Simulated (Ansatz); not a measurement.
# AlCu3: one change and its effect

System: AlCu3 (4 atoms in the cell).
Method of run A: Kohn-Sham DFT of a periodic cell, PBEsol with D3(BJ)-ATM, Ansatz PAW, no spin polarisation (Ansatz 0.2.0).

The structure derives from a Materials Project entry. Text and figures count atoms from 1; the logs count them from 0 in places.

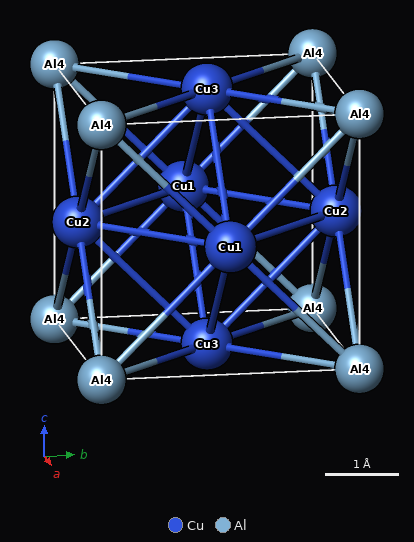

Fig. 1: The starting structure (ball-and-stick view of the cell of the calculation, seen slightly off an axis; atoms are numbered from 1 in the order of the input). An atom can appear more than once, as a periodic image. Near neighbours in the periodic cell (some may lie outside the picture): Cu has 4 Al at 2.57 Å and 8 Cu at 2.57 Å; Al has 12 Cu at 2.57 Å.

### The input, run A
```yaml
crystal:
  lattice:
    - [3.63737667, 0.0, 0.0]
    - [0.0, 3.63737667, 0.0]
    - [0.0, 0.0, 3.63737667]
  atoms:
    - { symbol: Cu, position: [0.0, 0.5, 0.5] }
    - { symbol: Cu, position: [0.5, 0.0, 0.5] }
    - { symbol: Cu, position: [0.5, 0.5, 0.0] }
    - { symbol: Al, position: [0.0, 0.0, 0.0] }
hamiltonian:
  xc: pbesol
  pseudopotentials: { kind: paw }
  dispersion: d3bjatm
kpoints:
  mp_grid: { grid: [7, 7, 7] }
scf:
  occupations: { method: fermi_dirac, width: 0.05 }
output:
  forces: true
  stress: true
  eigenvalues: true
relax:
  f_tol: 0.01
  max_steps: 40
  cell: { stress_tol: 0.05 }
```

Command:
```bash
ansatz run input.yaml --threads 2 --pin off --max-ram 5632MiB --backend cpu --events-out ev --progress --plain --runs-dir out
```

Hardware: 2 threads of Arm Neoverse V2, 24 GiB of memory available, shared host.

### Output, shortened to warnings, some set-up lines, iterations and results (run A)
```
Basis set: ecut = 420 eV, 925 PW (Γ), exchange–correlation on 50×50×50 points (8 copies of the dense FFT grid, shifted against one another)
Symmetry: 48 space group operations
k-points: 20 of 343
Initial density: superposition of atomic densities (neutral atoms: chi_scale 0, normalization atom), corrected by the library's trained network
[...]
SCF iter   1: F=—  HF=-20293.404483 eV  |F-HF|=—  |Δ(HF+E_count)|=         —  Δρ=1.25e-2  dr2=3.61e-2  ethr=1.77e-3  ⟨swp⟩=5.8  Hψ=2636  notcnv=0  defer=9
SCF iter   2: F=—  HF=-20293.395429 eV  |F-HF|=—  |Δ(HF+E_count)|=   9.05e-3  Δρ=8.32e-4  dr2=2.86e-4  ethr=6.02e-5  ⟨swp⟩=2.0  Hψ=1311  notcnv=0  defer=21
SCF iter   3: F=—  HF=-20293.395030 eV  |F-HF|=—  |Δ(HF+E_count)|=   3.99e-4  Δρ=1.14e-3  dr2=3.19e-4  ethr=4.76e-7  ⟨swp⟩=2.0  Hψ=1283  notcnv=0  defer=21
SCF iter   4: F=—  HF=-20293.394895 eV  |F-HF|=—  |Δ(HF+E_count)|=   1.35e-4  Δρ=1.78e-4  dr2=1.71e-5  ethr=4.76e-7  ⟨swp⟩=2.4  Hψ=1025  notcnv=0  defer=21
SCF iter   5: F=—  HF=-20293.394872 eV  |F-HF|=—  |Δ(HF+E_count)|=   2.26e-5  Δρ=6.53e-5  dr2=3.46e-6  ethr=2.86e-8  ⟨swp⟩=2.0  Hψ=1050  notcnv=0  defer=21
[... 31 lines ...]
SCF iter   4: F=—  HF=-20293.427217 eV  |F-HF|=—  |Δ(HF+E_count)|=   3.62e-8  Δρ=1.19e-6  dr2=2.21e-10  ethr=1.59e-10  ⟨swp⟩=2.0  Hψ=1056  notcnv=0
SCF iter   5: F=—  HF=-20293.427217 eV  |F-HF|=—  |Δ(HF+E_count)|=   3.54e-9  Δρ=4.29e-7  dr2=2.56e-11  ethr=1.00e-12  ⟨swp⟩=2.0  Hψ=1319  notcnv=0
SCF iter   6: F=-20293.427217 eV  HF=-20293.427217 eV  |F-HF|=7.28e-12  |Δ(HF+E_count)|=  2.18e-11  Δρ=7.69e-8  dr2=3.77e-12  ethr=1.00e-12  ⟨swp⟩=4.2  Hψ=2386  notcnv=0
SCF 5 converged in 6 iterations: F = -20293.427217 eV  dr2 = 3.77e-12
relax step   5: F+E_penalty+E_count = -20293.42721746 eV  Δ(F+E_penalty+E_count) = +1.100e-3 eV  max|allowed force component| = 1.219e-29 eV/Å  Δτ_max = 0.0000 Å  P = +0.020 …
basis re-selected at this cell: Δ(F+E_penalty+E_count) = +1.100e-3 eV, ΔP = +0.019 GPa vs the last step (what re-selecting the basis moved, of the pressure what is left beyond the Pulay correction that the steps carried, after the strain that the cell walked since its last selection, with what the …
SCF converged after 6 iterations
Free energy (F): -20293.427217 eV
Harris-Foulkes:  -20293.427217 eV  (|F-HF|=7.28e-12)
Internal energy: -20293.422959 eV  (E = F + TS)
E sigma→0 (E₀):  -20293.425088 eV
Entropy (-TS):   -0.004258 eV (-1.065 meV/atom)
Fermi energy:    16.116586 eV
--- Per-component energies (eV) ---
  E_band       = -1119.853956
  E_kinetic    = 928.527007
  E_local      = -13742.725052  (includes V_loc(G=0)·N_el)
  E_nonlocal   = 1179.157233
  E_hartree    = 6119.083189
  E_xc         = -310.414317
  E_vxc        = -380.524830  (∫ρ·V_xc dr)
  E_paw        = -5328.632040  (= ΣΔE_a)
  E_vpaw       = -1342.455265  (= ΣTr[D̂ρ^β])
  E_aug_tail   = 0.000741  (compensation charges beyond the density's cutoff)
  E_ewald      = -9137.277796
  E_disp       = -1.779670  (pairwise vdW)
  E_core_change = 0.637746  (= ΣΔE_core)
  E_smearing   = -0.004258  (= −TS)
  E_closure    = -0.000000  (closes the sum)
  Σ components = -20293.427217   (vs F -20293.427217, Δ=0.00e0)
--- Forces (eV/Å), atoms counted from 1 ---
  atom   1  Cu     0.00000000     0.00000000     0.00000000
  atom   2  Cu     0.00000000    -0.00000000    -0.00000000
  atom   3  Cu     0.00000000    -0.00000000    -0.00000000
  atom   4  Al    -0.00000000    -0.00000000     0.00000000
  max |Σ_I F_I| component: 1.88e-29 eV/Å
--- Stress (GPa, compression-positive) ---
        0.020253       0.000000       0.000000
        0.000000       0.020253       0.000000
        0.000000       0.000000       0.020253
  P = ⅓ Tr σ = 0.0203 GPa (0.203 kbar)
--- Relaxed structure (4 steps of the walk, 4 accepted, 1 SCFs on fresh bases) ---
  F+E_penalty+E_count = -20293.42721746 eV   max|allowed force component| = 1.219e-29 eV/Å   (the final SCF, on the basis selected at the relaxed cell)
  cell:  # Å, volume = 46.3668 Å³
    - [3.592547043012552, 1.0472244072605595e-33, -3.0895126191211906e-34]
    - [7.262360831960201e-34, 3.592547043012552, 0.0]
    - [-5.216060266048764e-35, 0.0, 3.592547043012552]
  atoms:
[...]
```

The input of run B differs as follows (lines with − go, lines with + come):
```diff
-  dispersion: d3bjatm
```

Predict how the results change.

The total energies belong to different models, so their difference says nothing on which is more stable or more accurate. The volume per atom goes from 11.59 to 11.97 Å³. The SCF takes 25 iterations over all geometry steps against 31. On the same kind of shared host run B took about 0.68 times as long.

### Output, shortened to warnings, some set-up lines, iterations and results (run B)
```
Basis set: ecut = 420 eV, 925 PW (Γ), exchange–correlation on 50×50×50 points (8 copies of the dense FFT grid, shifted against one another)
Symmetry: 48 space group operations
k-points: 20 of 343
Initial density: superposition of atomic densities (neutral atoms: chi_scale 0, normalization atom), corrected by the library's trained network
[...]
SCF iter   1: F=—  HF=-20291.681130 eV  |F-HF|=—  |Δ(HF+E_count)|=         —  Δρ=1.25e-2  dr2=3.61e-2  ethr=1.77e-3  ⟨swp⟩=5.8  Hψ=2636  notcnv=0  defer=9
SCF iter   2: F=—  HF=-20291.672077 eV  |F-HF|=—  |Δ(HF+E_count)|=   9.05e-3  Δρ=8.32e-4  dr2=2.86e-4  ethr=6.02e-5  ⟨swp⟩=2.0  Hψ=1311  notcnv=0  defer=21
SCF iter   3: F=—  HF=-20291.671677 eV  |F-HF|=—  |Δ(HF+E_count)|=   3.99e-4  Δρ=1.14e-3  dr2=3.19e-4  ethr=4.76e-7  ⟨swp⟩=2.0  Hψ=1283  notcnv=0  defer=21
SCF iter   4: F=—  HF=-20291.671542 eV  |F-HF|=—  |Δ(HF+E_count)|=   1.35e-4  Δρ=1.78e-4  dr2=1.71e-5  ethr=4.76e-7  ⟨swp⟩=2.4  Hψ=1025  notcnv=0  defer=21
SCF iter   5: F=—  HF=-20291.671520 eV  |F-HF|=—  |Δ(HF+E_count)|=   2.26e-5  Δρ=6.53e-5  dr2=3.46e-6  ethr=2.86e-8  ⟨swp⟩=2.0  Hψ=1050  notcnv=0  defer=21
[... 23 lines ...]
SCF iter   4: F=—  HF=-20291.672053 eV  |F-HF|=—  |Δ(HF+E_count)|=  8.22e-10  Δρ=3.29e-7  dr2=8.28e-11  ethr=1.63e-12  ⟨swp⟩=2.0  Hψ=1255  notcnv=0
SCF iter   5: F=-20291.672053 eV  HF=-20291.672053 eV  |F-HF|=7.28e-12  |Δ(HF+E_count)|=  7.28e-11  Δρ=1.58e-7  dr2=6.35e-12  ethr=1.00e-12  ⟨swp⟩=1.0  Hψ=720  notcnv=0
SCF iter   6: F=-20291.672053 eV  HF=-20291.672053 eV  |F-HF|=7.28e-12  |Δ(HF+E_count)|=    0.00e0  Δρ=2.88e-8  dr2=4.33e-13  ethr=1.00e-12  ⟨swp⟩=2.2  Hψ=2208  notcnv=0
SCF 4 converged in 6 iterations: F = -20291.672053 eV  dr2 = 4.33e-13
relax step   4: F+E_penalty+E_count = -20291.67205268 eV  Δ(F+E_penalty+E_count) = +1.497e-4 eV  max|allowed force component| = 1.811e-29 eV/Å  Δτ_max = 0.0000 Å  P = +0.007 …
basis re-selected at this cell: Δ(F+E_penalty+E_count) = +1.497e-4 eV, ΔP = +0.004 GPa vs the last step (what re-selecting the basis moved, of the pressure what is left beyond the Pulay correction that the steps carried, after the strain that the cell walked since its last selection, with what the …
SCF converged after 6 iterations
Free energy (F): -20291.672053 eV
Harris-Foulkes:  -20291.672053 eV  (|F-HF|=7.28e-12)
Internal energy: -20291.667863 eV  (E = F + TS)
E sigma→0 (E₀):  -20291.669958 eV
Entropy (-TS):   -0.004189 eV (-1.047 meV/atom)
Fermi energy:    15.470790 eV
--- Per-component energies (eV) ---
  E_band       = -1151.811068
  E_kinetic    = 926.509911
  E_local      = -13905.850370  (includes V_loc(G=0)·N_el)
  E_nonlocal   = 1180.106923
  E_hartree    = 6185.509053
  E_xc         = -309.180150
  E_vxc        = -378.900273  (∫ρ·V_xc dr)
  E_paw        = -5329.783404  (= ΣΔE_a)
  E_vpaw       = -1344.696098  (= ΣTr[D̂ρ^β])
  E_aug_tail   = 0.000710  (compensation charges beyond the density's cutoff)
  E_ewald      = -9039.618282
  E_core_change = 0.637746  (= ΣΔE_core)
  E_smearing   = -0.004189  (= −TS)
  E_closure    = 0.000000  (closes the sum)
  Σ components = -20291.672053   (vs F -20291.672053, Δ=0.00e0)
--- Forces (eV/Å), atoms counted from 1 ---
  atom   1  Cu    -0.00000000    -0.00000000    -0.00000000
  atom   2  Cu    -0.00000000     0.00000000     0.00000000
  atom   3  Cu    -0.00000000     0.00000000     0.00000000
  atom   4  Al     0.00000000     0.00000000     0.00000000
  max |Σ_I F_I| component: 1.63e-29 eV/Å
--- Stress (GPa, compression-positive) ---
        0.007027      -0.000000      -0.000000
       -0.000000       0.007027      -0.000000
       -0.000000      -0.000000       0.007027
  P = ⅓ Tr σ = 0.0070 GPa (0.070 kbar)
--- Relaxed structure (3 steps of the walk, 3 accepted, 1 SCFs on fresh bases) ---
  F+E_penalty+E_count = -20291.67205268 eV   max|allowed force component| = 1.811e-29 eV/Å   (the final SCF, on the basis selected at the relaxed cell)
  cell:  # Å, volume = 47.8859 Å³
    - [3.6313591242941863, 8.024708101613482e-36, 1.6049416203226965e-35]
    - [8.024708101613482e-36, 3.6313591242941863, 4.012354050806741e-36]
    - [1.6049416203226965e-35, 4.012354050806741e-36, 3.6313591242941863]
  atoms:
[...]
```

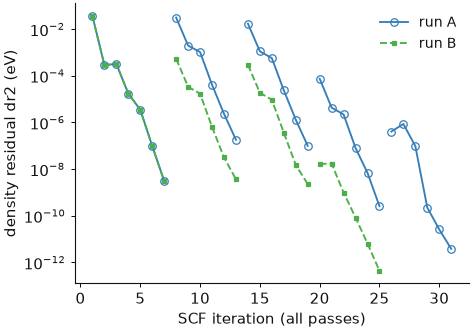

Fig. 2: Convergence of the two runs: density residual dr2 against the SCF iteration. A break in a curve parts two SCF passes. Run A takes 31 iterations in all, and run B takes 25.

### The two runs side by side

| quantity | run A | run B |
| --- | --- | --- |
| outcome | converged | converged |
| free energy per atom (eV) | −5073.3568 | −5072.9180 |
| energy per atom, smearing taken to zero (eV) | −5073.3563 | −5072.9175 |
| gap on the mesh (eV) | 0.00 | 0.00 |
| pressure (GPa) | 0.02 | 0.01 |
| volume per atom (Å³) | 11.59 | 11.97 |
| largest force (eV/Å) | 0.000 | 0.000 |
| SCF iterations | 31 | 25 |
| irreducible k-points | 20 | 20 |
| wall time (shared host) | 7.5 s | 5.1 s |
